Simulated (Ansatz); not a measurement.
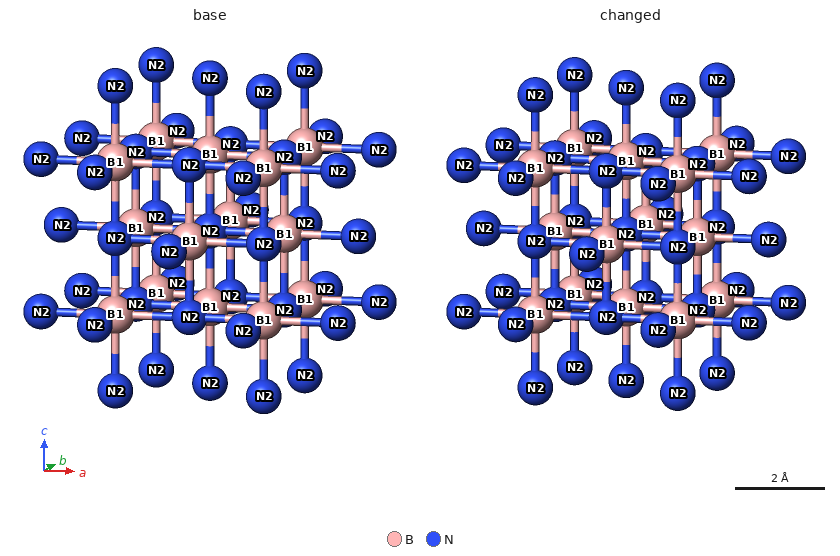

Left: crystalline BN (built on the rocksalt type) at its r2SCAN-relaxed geometry. Right: the same structure after one change, at the same scale. Style: ball-and-stick. Shown: the conventional cell (4 times the calculation's cell), slightly off an axis. Lengths and directions refer to the drawn axes.

These are results of DFT, r2SCAN, plane waves, PAW (Ansatz 0.2.0), not measurements. (plane-wave cutoff 500 eV; k-point mesh 12 × 12 × 12; occupations fixed; no spin polarisation)

What distinguishes the right structure from the left one?

Answer. All lengths are scaled by −4.0 % (volume −11.5 %). The atoms were relaxed with r2SCAN under that strain, and this is a single point on that geometry.

And its effect?

Answer. It costs 107 meV per atom. The pressure goes from 0.0 to 61.5 GPa. All forces vanish by symmetry. Near-neighbour distances before and after: B–N 1.746 → 1.676 Å. The space group stays Fm-3m (No. 225).
